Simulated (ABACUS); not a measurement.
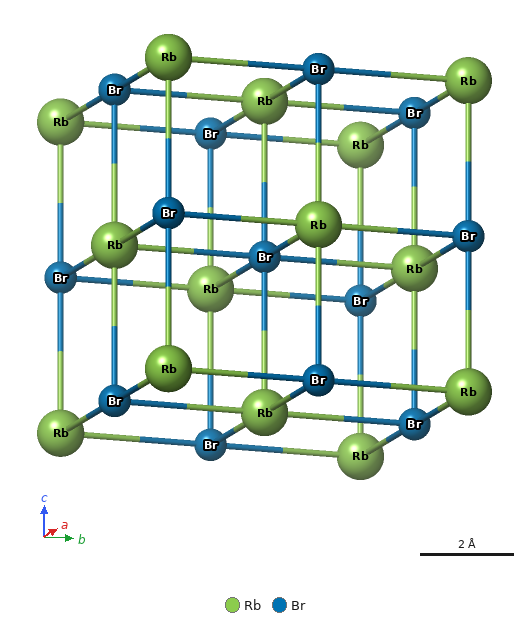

**Figure 1.** The structure (ball-and-stick view of the cell 4 times as large as that of the calculation, set on its symmetry axes, seen at an oblique angle). An atom can appear more than once, as a periodic image. Near neighbours in the periodic cell (some may lie outside the picture): Rb has 6 Br at 3.45 Å; Br has 6 Rb at 3.45 Å.

**Single-point calculation at one volume of an equation of state of RbBr (part 1 of 2)**

The run: single-point calculation at one volume of an equation of state of RbBr (Fm-3m, 2 atoms in the cell). Method and program: Kohn-Sham DFT of a periodic cell, LDA, PseudoDojo NC SR 0.4.1 LDA standard, no spin polarisation (ABACUS 3.10.1).

The structure derives from an entry of the Crystallography Open Database. It belongs to a series of runs on one base structure; here: volume scaled by 1.02.

Log
```
ABACUS v3.10.1

               Atomic-orbital Based Ab-initio Computation at UStc

 ------------------------------------------------------------------------------------

 READING GENERAL INFORMATION
                           global_out_dir = OUT.RbBr/
                           global_in_card = INPUT
                               pseudo_dir = ./
                              orbital_dir =
                                    DSIZE = 4
                                    GSIZE = 1

 READING UNITCELL INFORMATION
                                    ntype = 2
                  lattice constant (Bohr) = 1.88973
              lattice constant (Angstrom) = 1

 READING ATOM TYPE 1
                               atom label = Rb
                      L=0, number of zeta = 1
                      L=1, number of zeta = 1
                      L=2, number of zeta = 1
             number of atom for this type = 1

 READING ATOM TYPE 2
                               atom label = Br
                      L=0, number of zeta = 1
                      L=1, number of zeta = 1
                      L=2, number of zeta = 1
             number of atom for this type = 1

                        TOTAL ATOM NUMBER = 2
DIRECT COORDINATES
    atom                   x                   y                   z     mag                  vx                  vy                  vz
taud_Rb1            0.0000000000        0.0000000000        0.0000000000  0.0000        0.0000000000        0.0000000000        0.0000000000
taud_Br1            0.5000000000        0.5000000000        0.5000000000  0.0000        0.0000000000        0.0000000000        0.0000000000

                          Volume (Bohr^3) = 554.076
                             Volume (A^3) = 82.1054

 Lattice vectors: (Cartesian coordinate: in unit of a_0)
                   +0             +3.4497             +3.4497
              +3.4497                  +0             +3.4497
              +3.4497             +3.4497                  +0
 Reciprocal vectors: (Cartesian coordinate: in unit of 2 pi/a_0)
             -0.14494            +0.14494            +0.14494
             +0.14494            -0.14494            +0.14494
             +0.14494            +0.14494            -0.14494
 The esolver type has been set to : ksdft_pw

                PAO radial cut off (Bohr) = 7

 Read in pseudopotential file is Rb.upf
                     pseudopotential type = NC
          exchange-correlation functional = SLAPWNOGXNOGC
                 nonlocal core correction = 1
                        valence electrons = 9
                                     lmax = 2
                           number of zeta = 3
                     number of projectors = 6
                           L of projector = 0
                           L of projector = 0
                           L of projector = 1
                           L of projector = 1
                           L of projector = 2
                           L of projector = 2
 XC functional updated to : pz
          exchange-correlation functional = PZ
                PAO radial cut off (Bohr) = 7

 Read in pseudopotential file is Br.upf
                     pseudopotential type = NC
          exchange-correlation functional = SLAPWNOGXNOGC
                 nonlocal core correction = 1
                        valence electrons = 7
                                     lmax = 2
                           number of zeta = 2
                     number of projectors = 6
                           L of projector = 0
                           L of projector = 0
                           L of projector = 1
                           L of projector = 1
                           L of projector = 2
                           L of projector = 2
 XC functional updated to : pz
          exchange-correlation functional = PZ
     initial pseudo atomic orbital number = 9

 SETUP THE ELECTRONS NUMBER
            electron number of element Rb = 9
      total electron number of element Rb = 9
            electron number of element Br = 7
      total electron number of element Br = 7
            AUTOSET number of electrons:  = 16
                           occupied bands = 8
                                   NBANDS = 12
                                   NLOCAL = 18

%%%%%%%%%%%%%%%%%%%%%%%%%%%%%%%%%%%%%%%%%%%%%%%%%%%%%%%%%%%%%%%%%%%%%%%%%%%%%%%%%%%%%%%%%%%%%%%%%%%%%%%%%%
 Warning: the number of valence electrons in pseudopotential > 1 for Rb: [Kr] 5s1
 Pseudopotentials with additional electrons can yield (more) accurate outcomes, but may be less efficient.
 If you're confident that your chosen pseudopotential is appropriate, you can safely ignore this warning.
%%%%%%%%%%%%%%%%%%%%%%%%%%%%%%%%%%%%%%%%%%%%%%%%%%%%%%%%%%%%%%%%%%%%%%%%%%%%%%%%%%%%%%%%%%%%%%%%%%%%%%%%%%

 SETUP THE PLANE WAVE BASIS
 energy cutoff for charge/potential (unit:Ry) = 176
            fft grid for charge/potential = [ 40, 40, 40 ]
                        fft grid division = [ 1, 1, 1 ]
        big fft grid for charge/potential = [ 40, 40, 40 ]
                                     nbxx = 64000
                                     nrxx = 64000

 SETUP PLANE WAVES FOR CHARGE/POTENTIAL
                    number of plane waves = 22075
                         number of sticks = 1039

 PARALLEL PW FOR CHARGE/POTENTIAL
     PROC   COLUMNS(POT)             PW
        1           1039          22075
 --------------- sum -------------------
        1           1039          22075
                            number of |g| = 255
                                  max |g| = 15.8818
                                  min |g| = 0

----------- Double Check Mixing Parameters Begin ------------
mixing_type: broyden
mixing_beta: 0.7
mixing_gg0: 1
mixing_gg0_min: 0.1
mixing_ndim: 8
----------- Double Check Mixing Parameters End ------------

 LATTICE VECTORS: (CARTESIAN COORDINATE: IN UNIT OF A0)
                   +0             +3.4497             +3.4497
              +3.4497                  +0             +3.4497
              +3.4497             +3.4497                  +0
                       right hand lattice = 1
                                   NORM_A = 4.87861
                                   NORM_B = 4.87861
                                   NORM_C = 4.87861
                           ALPHA (DEGREE) = 60
                           BETA  (DEGREE) = 60
                           GAMMA (DEGREE) = 60

 The lattice vectors have been changed (STRU_SIMPLE.cif)

(for optimal symmetric configuration:)
                             BRAVAIS TYPE = 3
                     BRAVAIS LATTICE NAME = 03. Cubic F (face-centered)
                                    ibrav = 3
                                    IBRAV = 3
                                  BRAVAIS = FACE CENTERED CUBIC
                       LATTICE CONSTANT A = 6.89939
Original cell was already a primitive cell.
                        ROTATION MATRICES = 48
              PURE POINT GROUP OPERATIONS = 48
                   SPACE GROUP OPERATIONS = 48
                              POINT GROUP = O_h
               POINT GROUP IN SPACE GROUP = O_h

 SETUP K-POINTS
                                    nspin = 1
                   Input type of k points = Monkhorst-Pack(Gamma)
                                   nkstot = 216
                       right hand lattice = 1
(for reciprocal lattice: )
                             BRAVAIS TYPE = 2
                     BRAVAIS LATTICE NAME = 02. Cubic I (body-centered)
                                    ibrav = 2
                       right hand lattice = 1
(for k-lattice: )
                             BRAVAIS TYPE = 2
                     BRAVAIS LATTICE NAME = 02. Cubic I (body-centered)
                                    ibrav = 2
                       right hand lattice = 1
                        ROTATION MATRICES = 48
                               nkstot_ibz = 16
K-POINTS REDUCTION ACCORDING TO SYMMETRY
     IBZ    DIRECT_X    DIRECT_Y    DIRECT_Z  WEIGHT  ibz2bz
       1  0.00000000  0.00000000  0.00000000  0.0046       0
       2  0.16666667  0.16666667  0.16666667  0.0370       1
       3  0.33333333  0.33333333  0.33333333  0.0370       2
       4  0.50000000  0.50000000  0.50000000  0.0185       3
       5  0.16666667  0.16666667  0.00000000  0.0278       7
       6  0.33333333  0.33333333  0.16666667  0.1111       8
       7  0.50000000  0.50000000  0.33333333  0.1111       9
       8  0.50000000  0.33333333  0.33333333  0.1111      10
       9  0.33333333  0.16666667  0.16666667  0.0556      11
      10  0.33333333  0.33333333  0.00000000  0.0278      14
      11  0.50000000  0.50000000  0.16666667  0.1111      15
      12 -0.33333333  0.33333333  0.33333333  0.0556      16
      13  0.50000000  0.50000000  0.00000000  0.0139      21
      14  0.50000000  0.33333333  0.16666667  0.1111      51
      15  0.50000000  0.33333333 -0.33333333  0.1111      52
      16  0.50000000  0.33333333 -0.16666667  0.0556      58

                               nkstot now = 16
[... K-POINTS DIRECT COORDINATES: 16 rows ...]

           k-point number in this process = 4
       minimum distributed K point number = 4
[... stars of the k points ...]

[... K-POINTS CARTESIAN COORDINATES: 4 rows ...]

[... K-POINTS DIRECT COORDINATES: 4 rows ...]

 SETUP PLANE WAVES FOR WAVE FUNCTIONS
     energy cutoff for wavefunc (unit:Ry) = 44
              fft grid for wave functions = [ 40, 40, 40 ]
                    number of plane waves = 3287
                         number of sticks = 295

 PARALLEL PW FOR WAVE FUNCTIONS
     PROC   COLUMNS(POT)             PW
        1            295           3287
 --------------- sum -------------------
        1            295           3287

 SETUP NONLOCAL PSEUDOPOTENTIALS IN PLANE WAVE BASIS
 Rb non-local projectors:
 projector 1 L=0
 projector 2 L=0
 projector 3 L=1
 projector 4 L=1
 projector 5 L=2
 projector 6 L=2
 Br non-local projectors:
 projector 1 L=0
 projector 2 L=0
 projector 3 L=1
 projector 4 L=1
 projector 5 L=2
 projector 6 L=2
      TOTAL NUMBER OF NONLOCAL PROJECTORS = 36

 Init Non-Local PseudoPotential table :
 Init Non-Local-Pseudopotential done.

                                     npwx = 2764

 Make real space PAO into reciprocal space.
       max mesh points in Pseudopotential = 701
     dq(describe PAO in reciprocal space) = 0.01
                                    max q = 800

 number of pseudo atomic orbitals for Rb is 3
WARNING: norm of atomic wavefunction # 2 of atomic type Rb is 0.999992, renormalized
WARNING: norm of atomic wavefunction # 3 of atomic type Rb is 0.917726, renormalized

 number of pseudo atomic orbitals for Br is 2
WARNING: norm of atomic wavefunction # 1 of atomic type Br is 0.999998, renormalized
WARNING: norm of atomic wavefunction # 2 of atomic type Br is 0.999802, renormalized

 -------------------------------------------
 SELF-CONSISTENT
 -------------------------------------------
                                 init_chg = atomic

 PW ALGORITHM --------------- ION=   1  ELEC=   1--------------------------------
 Notice: Threshold on eigenvalues was too large.
 hsover_error=0.16 > DRHO=0.0871501
 Origin diag ethr = 0.01
 New diag ethr = 0.000544688

 Density error is 0.0837756433269
                          Error Threshold = 0.000544688335946
----------------------------------------------------------
     Energy           Rydberg                 eV
----------------------------------------------------------
 E_KohnSham     -86.0116357052       -1170.2483398909
 E_Harris       -86.0525965794       -1170.8056411752
 E_Fermi        0.1707088514         2.3226130785
----------------------------------------------------------
```
